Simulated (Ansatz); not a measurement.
Consider CdGeAs2.

Input

```
crystal:
  lattice:
    - [-2.9303027266, 2.9303027266, 5.7808621022]
    - [2.9303027266, -2.9303027266, 5.7808621022]
    - [2.9303027266, 2.9303027266, -5.7808621022]
  atoms:
    - { symbol: Cd, position: [0.25, 0.75, 0.5] }
    - { symbol: Cd, position: [0.5, 0.5, 0.0] }
    - { symbol: Ge, position: [0.0, 0.0, 0.0] }
    - { symbol: Ge, position: [0.75, 0.25, 0.5] }
    - { symbol: As, position: [0.875, 0.3476104859, 0.9726104859] }
    - { symbol: As, position: [0.6523895141, 0.625, 0.5273895141] }
    - { symbol: As, position: [0.375, 0.9023895141, 0.0273895141] }
    - { symbol: As, position: [0.0976104859, 0.125, 0.4726104859] }
kpoints:
  mp_grid: { grid: [6, 6, 6] }
  band_path:
    path:
      - [0.0, 0.0, 0.0]
      - [0.0, 0.0, 0.5]
      - [0.25, 0.25, 0.25]
      - [0.0, 0.5, 0.0]
      - [0.5, 0.5, -0.5]
      - [0.3199717207, 0.6800282793, -0.3199717207]
      - [-0.3199717207, 0.3199717207, 0.3199717207]
      - [-0.1399434414, 0.1399434414, 0.5]
      - [0.5, 0.5, -0.1399434414]
      - [-0.004557, 0.004557, -0.004557]
    npoints: 1
hamiltonian:
  xc: pbe
scf:
  occupations: { method: fermi_dirac, width: 0.02 }
  n_extra_bands: 6
output:
  forces: true
  stress: true
  eigenvalues: true
  write_density: true
  write_potential: true
  elf: true
  volumetric_format: npy
```

Command:

```sh
ansatz run input.yaml --threads 2 --pin off --max-ram 20275MiB --backend cpu --events-out ev --progress --plain --runs-dir out
```

Below, planes, directions and counts refer to the conventional cell (a = 5.86 Å, b = 5.86 Å, c = 11.56 Å, α = 90.00°, β = 90.00°, γ = 90.00°).

Space group I-42d; a structure from a database of computed crystals, not necessarily the ambient phase; started from the database structure prototype, which need not be the ambient phase; changed on purpose from its base cell (epitaxial xy strain -2.0%); computed pressure about 3 GPa in this cell.

Theory: DFT, PBE, plane waves, PAW in Ansatz.

Q: What can the converged valence pseudo-density and electron localisation function tell about the bonding?

A: Ge–As (2.44 Å): ρ at the midpoint is about 0.54 e/Å³; the ELF peaks at about 0.75 between the atoms, as expected for localised, covalent bonding.
Cd–As (2.62 Å): ρ is about 0.39 e/Å³ halfway; the ELF is about 0.40 at the midpoint.

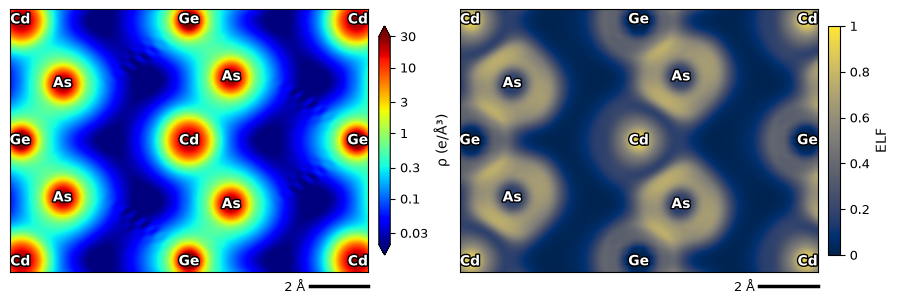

Computed valence pseudo-density and electron localisation function on the (110) plane of the conventional cell, in this order. 

Core electrons are frozen (PAW), and the valence fields are smoothed inside the atomic spheres.
